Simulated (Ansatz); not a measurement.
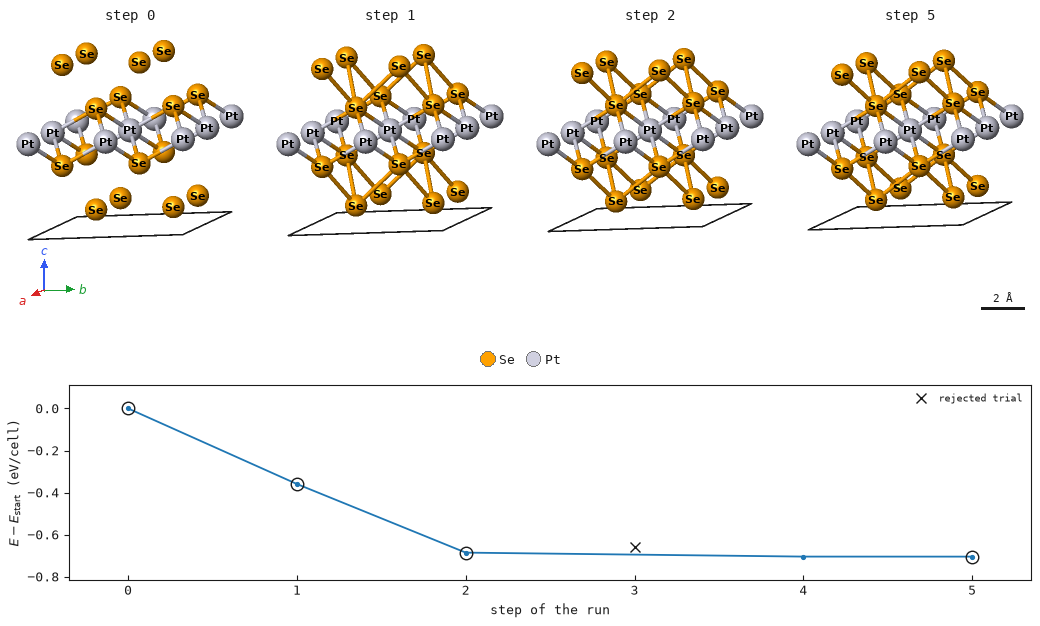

Frames of a relaxation of a slab of composition PtSe4 (cut from the P-3m1 phase), marked on the history of the run. A ball-and-stick model of the 2 × 2 repeat of the cell, outlined in the plane, without the vacuum, seen slightly off an axis.

The slab is the (0 0 1) face of PtSe2.

Method: Ansatz, DFT PBEsol, scalar-relativistic, plane waves, PAW. Settings: plane-wave cutoff 420 eV; k-point mesh 9 × 9 × 1; occupations gaussian; smearing width 0.1 eV; no spin polarisation; dipole correction; atoms relaxed in a fixed cell; force threshold 0.02 eV/Å; at most 60 steps.

**Describe the path.**

The energy falls by 0.705 eV per cell of the calculation in 4 accepted moves (5 points after the start). Largest force component: 0.89 eV/Å at the start, 0.006 eV/Å at the end. The line search rejected the trial step at point 3 of the run. The largest moves relative to the layer's centre, 0.47 Å, are those of Se atoms. Pt stays in place. The lattice vectors keep their values. Near-neighbour distances that change, for instance: Se–Se 3.182 → 2.776 Å, Pt–Se 2.514 → 2.582 Å. Among the angles between lasting bonds that change: Se–Pt–Se 83.2° → 86.5°, Se–Pt–Se 96.8° → 93.5°, Pt–Se–Pt 96.8° → 93.5°. The run took 46 s on 2 threads of Arm Neoverse V2, with other jobs on the host, peak memory 0.47 GiB. From step 0 to 1: Se atoms move most (0.19 Å), energy −0.359 eV per cell of the calculation. From step 1 to 2: Se atoms move most (0.19 Å), energy −0.326 eV per cell of the calculation. From step 2 to 5: Se atoms move most (0.08 Å), energy −19.0 meV per cell of the calculation.
